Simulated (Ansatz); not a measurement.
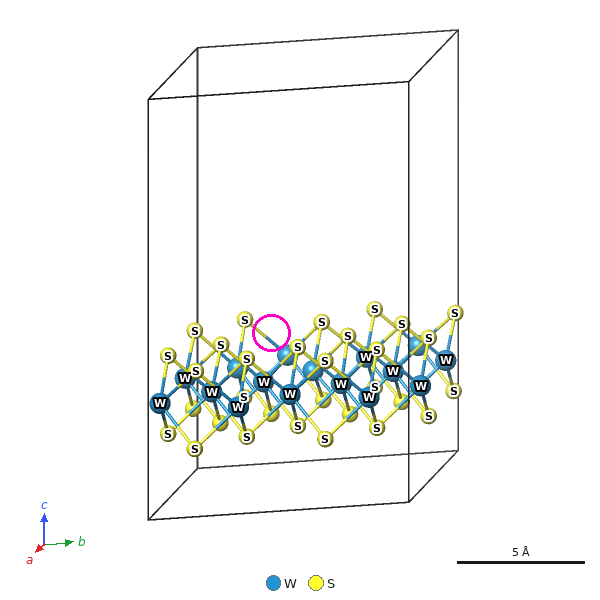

This ball-and-stick model is shown slightly off an axis. The wireframe shows the supercell. The host is WS2, in a cell of 36 sites, and the cell is neutral. A ring marks the defect's site.

Describe the defect.

A sulfur vacancy. Around the empty site lie three W at about 2.4 Å.

The atoms were relaxed in the host's cell with Ansatz 0.2.0, DFT PBE+D3(BJ), scalar-relativistic, plane waves, PAW.
